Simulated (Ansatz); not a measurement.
```cif
data_structure
_symmetry_space_group_name_H-M 'P 1'
_symmetry_Int_Tables_number 1
_cell_length_a 3.0591
_cell_length_b 3.0591
_cell_length_c 11.3861
_cell_angle_alpha 90.000
_cell_angle_beta 90.000
_cell_angle_gamma 120.000
_cell_volume 92.28
loop_
_atom_site_label
_atom_site_type_symbol
_atom_site_fract_x
_atom_site_fract_y
_atom_site_fract_z
_atom_site_occupancy
Mo1 Mo 0.33333 0.66667 0.25000 1
Mo2 Mo 0.66667 0.33333 0.75000 1
S1 S 0.33333 0.66667 0.61424 1
S2 S 0.66667 0.33333 0.11424 1
S3 S 0.33333 0.66667 0.88576 1
S4 S 0.66667 0.33333 0.38576 1
```

Space group P6₃/mmc; a point of a scan over the structure, not its minimum; changed on purpose from its base cell (mode 4 frozen in at +0.000 Å, equal normal strain along x, y and z -0.0083); not relaxed (largest force 0.4 eV/Å); computed pressure about 5 GPa in this cell; computed without spin polarisation; PAW files of the earlier set (soft_1).

These are results of DFT LDA+D3(BJ), scalar-relativistic, plane waves, PAW (Ansatz), not measurements.

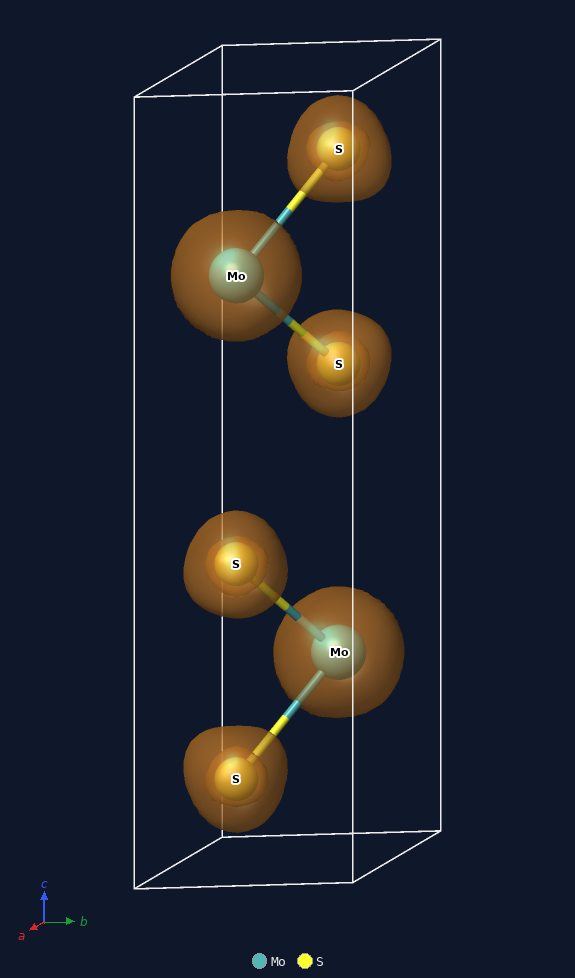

MoS2. Isosurface of the valence pseudo-density at 1 e/Å³ (orange), seen slightly off an axis. Sticks mark near contacts.

### How is the density connected at this value?

At this value the density breaks into separate islands; it holds about 45 % of the electrons treated as valence (semicore included). It bridges none of the near contacts. It is pinched off along the sampled Mo–S (2.35 Å) contacts. On the grid the lowest density along these lines, outside the cores, is 0.67 e/Å³ (Mo–S, 2.35 Å).
